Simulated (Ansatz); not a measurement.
# Energy of Sb along a strain of the cell

System: Sb (R-3m, 2 atoms in the cell).
Method: DFT PBE, scalar-relativistic, plane waves, PAW, no spin polarisation (Ansatz 0.2.0).

The 5 runs differ only in the geometry, by a strain of the cell at fixed fractional positions. Against run 3, the strain is εzz = η. The structure derives from an entry of the Crystallography Open Database.

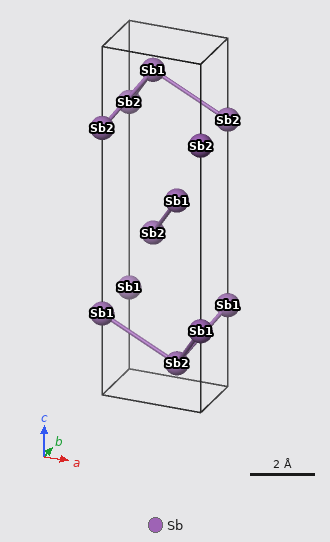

Figure 1. The structure of run 3 (ball-and-stick view of the cell 3 times as large as that of the calculation, set on its symmetry axes, seen slightly off an axis; atoms are numbered from 1 in the order of the input). An atom can appear more than once, as a periodic image.

### Input of run 3
```yaml
crystal:
  lattice:
    - [2.086082322, 1.2044001902, 3.744]
    - [-2.086082322, 1.2044001902, 3.744]
    - [0.0, -2.4088003803, 3.744]
  atoms:
    - { symbol: Sb, position: [0.23364, 0.23364, 0.23364] }
    - { symbol: Sb, position: [0.76636, 0.76636, 0.76636] }
basis:
  ecutwfc: 420
kpoints:
  mp_grid: { grid: [12, 12, 12] }
hamiltonian:
  xc: pbe
scf:
  occupations: { method: gaussian, width: 0.15 }
output:
  forces: true
  stress: true
  eigenvalues: true
```

Command:
```bash
ansatz run input.yaml --threads 1 --pin off --max-ram 2560MiB --backend cpu --events-out ev --progress --plain --runs-dir out
```

Run 2 differs from it as follows:
```diff
-    - [2.086082322, 1.2044001902, 3.744]
-    - [-2.086082322, 1.2044001902, 3.744]
-    - [0.0, -2.4088003803, 3.744]
+    - [2.086082322, 1.2044001902, 3.68784]
+    - [-2.086082322, 1.2044001902, 3.68784]
+    - [0.0, -2.4088003803, 3.68784]
```

### Results, with one run withheld

```csv
run,strain parameter η (%),"free energy per atom, from the lowest run given (meV)",pressure (GPa)
1,−3.0000,67.57,10.22
2,−1.5000,?,?
3,0.0000,27.07,7.76
4,1.5000,11.97,6.65
5,3.0000,0.00,5.61
```

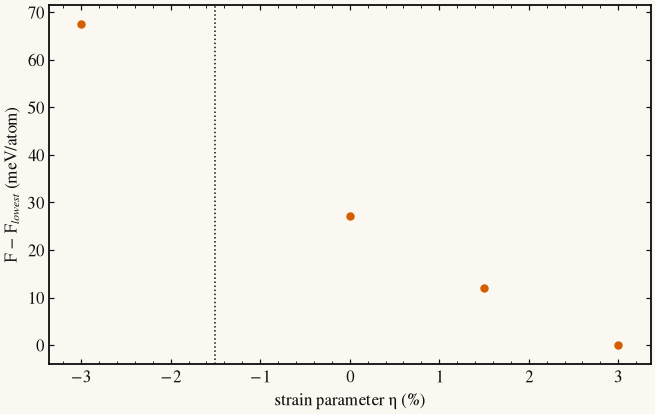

Figure 2. Free energy per atom of the runs given; the dotted line marks run 2.

Fit the runs given and predict run 2.

A quadratic polynomial in the coordinate, fitted to the 4 runs given, misses them by at most 0.07 meV per atom. With x = η − 0.3750, it reads F = 23.003 − 10.7 x + 0.74152 x² (meV per atom). At run 2 it gives 45.67 meV per atom, and the run itself gives 45.54. The fit has no minimum inside this range.

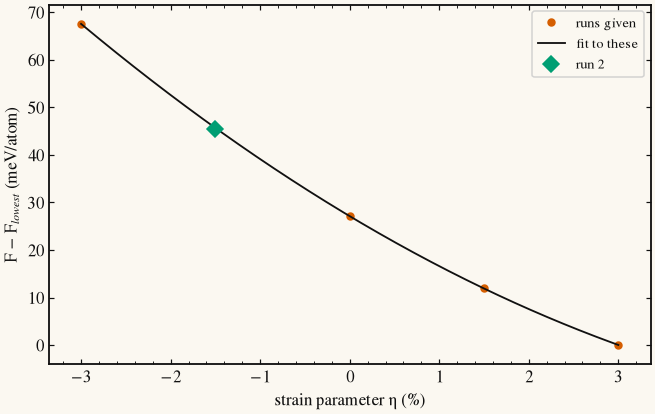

Figure 3. The fit and the withheld run.

### Output, shortened to warnings, some set-up lines, iterations and results (run 2)
```
Basis set: ecut = 420 eV, 1087 PW (Γ), exchange–correlation on 60×60×60 points (8 copies of the dense FFT grid, shifted against one another)
Symmetry: 12 space group operations
k-points: 189 of 1728
Initial density: superposition of atomic densities (neutral atoms: chi_scale 0, normalization atom), corrected by the library's trained network
[...]
SCF iter   1: F=—  HF=-12968.784635 eV  |F-HF|=—  |Δ(HF+E_count)|=         —  Δρ=1.95e-3  dr2=2.76e-3  ethr=1.77e-3  ⟨swp⟩=5.7  Hψ=17666  notcnv=0
SCF iter   2: F=—  HF=-12968.783076 eV  |F-HF|=—  |Δ(HF+E_count)|=   1.56e-3  Δρ=1.17e-3  dr2=8.15e-4  ethr=9.21e-6  ⟨swp⟩=2.0  Hψ=7542  notcnv=0
SCF iter   3: F=—  HF=-12968.783015 eV  |F-HF|=—  |Δ(HF+E_count)|=   6.13e-5  Δρ=4.16e-4  dr2=1.13e-4  ethr=2.72e-6  ⟨swp⟩=2.9  Hψ=6398  notcnv=0
SCF iter   4: F=—  HF=-12968.783001 eV  |F-HF|=—  |Δ(HF+E_count)|=   1.36e-5  Δρ=1.86e-4  dr2=1.94e-5  ethr=3.78e-7  ⟨swp⟩=2.1  Hψ=4383  notcnv=0
SCF iter   5: F=—  HF=-12968.782998 eV  |F-HF|=—  |Δ(HF+E_count)|=   3.53e-6  Δρ=4.43e-5  dr2=1.60e-6  ethr=6.46e-8  ⟨swp⟩=2.0  Hψ=6427  notcnv=0
SCF iter   6: F=—  HF=-12968.782999 eV  |F-HF|=—  |Δ(HF+E_count)|=   8.85e-7  Δρ=2.32e-5  dr2=1.88e-7  ethr=5.32e-9  ⟨swp⟩=2.9  Hψ=6529  notcnv=0
SCF iter   7: F=-12968.782999 eV  HF=-12968.782999 eV  |F-HF|=2.72e-9  |Δ(HF+E_count)|=   2.60e-8  Δρ=3.62e-6  dr2=1.27e-8  ethr=3.33e-10  ⟨swp⟩=5.1  Hψ=13819  notcnv=0
SCF 1 converged in 7 iterations: F = -12968.782999 eV  dr2 = 1.27e-8
SCF converged after 7 iterations
Free energy (F): -12968.782999 eV
Harris-Foulkes:  -12968.782999 eV  (|F-HF|=2.72e-9)
Internal energy: -12968.779836 eV  (E = F + TS)
E sigma→0 (E₀):  -12968.781418 eV
Entropy (-TS):   -0.003163 eV (-1.581 meV/atom)
Fermi energy:    11.458891 eV
--- Per-component energies (eV) ---
  E_band       = -303.976710
  E_kinetic    = 417.010791
  E_local      = -3066.463637  (includes V_loc(G=0)·N_el)
  E_nonlocal   = 725.178821
  E_hartree    = 1402.148287
  E_xc         = -278.315555
  E_vxc        = -194.441642  (∫ρ·V_xc dr)
  E_paw        = -9151.167086  (= ΣΔE_a)
  E_vpaw       = -989.558853  (= ΣTr[D̂ρ^β])
  E_aug_tail   = -0.000003  (compensation charges beyond the density's cutoff)
  E_ewald      = -3017.171454
  E_smearing   = -0.003163  (= −TS)
  E_closure    = -0.000000  (closes the sum)
  Σ components = -12968.782999   (vs F -12968.782999, Δ=0.00e0)
--- Forces (eV/Å), atoms counted from 1 ---
  atom   1  Sb     0.00000000     0.00000000     0.67529164
  atom   2  Sb    -0.00000000    -0.00000000    -0.67529164
  max |Σ_I F_I| component: 1.16e-18 eV/Å
--- Stress (GPa, compression-positive) ---
        9.606818       0.000000      -0.000000
        0.000000       9.606818      -0.000000
       -0.000000      -0.000000       7.648909
  P = ⅓ Tr σ = 8.9542 GPa (89.542 kbar)
```
